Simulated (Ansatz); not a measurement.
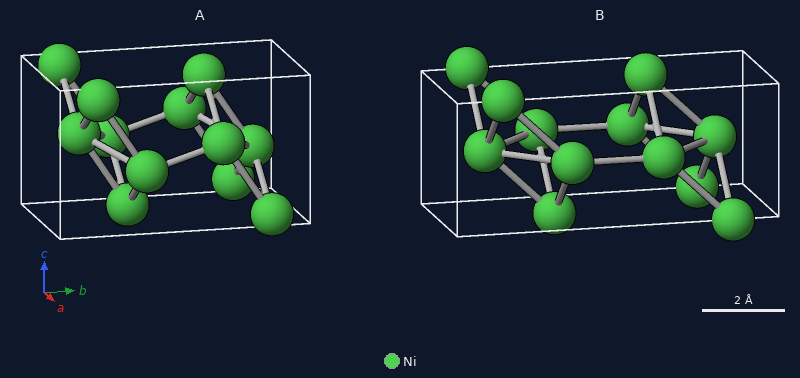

Two geometries of solid Ni (built on the alpha-gallium_64 type) (coarse preliminary run), drawn at one scale. One is the start of a relaxation, the other its converged end. The picture is a ball-and-stick view of the conventional cell (2 times the calculation's cell), seen slightly off an axis. Lengths and directions refer to the drawn axes.

Method: DFT PBE, scalar-relativistic, plane waves, PAW (Ansatz 0.2.0). Settings: plane-wave cutoff 420 eV; k-point mesh 6 × 6 × 4; occupations gaussian; smearing width 0.1 eV; collinear spin; cell and atoms relaxed; force threshold 0.04 eV/Å; at most 70 steps.

Which one is relaxed?

Structure B is the relaxed one. Case: alpha-gallium type (Cmce, No. 64). After 10 accepted moves (12 points after the start) the energy has fallen by 1.934 eV per cell of the calculation. The largest force component goes from 0.99 to 0.012 eV/Å. The pressure goes from 35.75 to 0.15 GPa. The SCF was repeated twice at an unchanged geometry on a basis and grid sized afresh for the cell, which shifted the energy by 0.171 eV per cell of the calculation at most. The largest moves relative to the cell, 0.28 Å, are those of Ni atoms. The volume changes by +7.2 %, with a 3.748 → 3.486 Å (−7.0 %), b 6.351 → 8.162 Å (+28.5 %), c 3.753 → 3.366 Å (−10.3 %). Some distances before and after: Ni–Ni 3.097 → 2.421 Å, Ni–Ni 2.025 → 2.316 Å, Ni–Ni 2.248 → 2.439 Å, Ni–Ni 2.322 → 2.481 Å. New bonds form: Ni–Ni (3.10 → 2.42 Å). The space group (tolerance 0.01 Å) goes from Cmce (No. 64) to Fmmm (No. 69).

Limits of the set-up: the k-point mesh is coarse for a cell with partly filled bands.
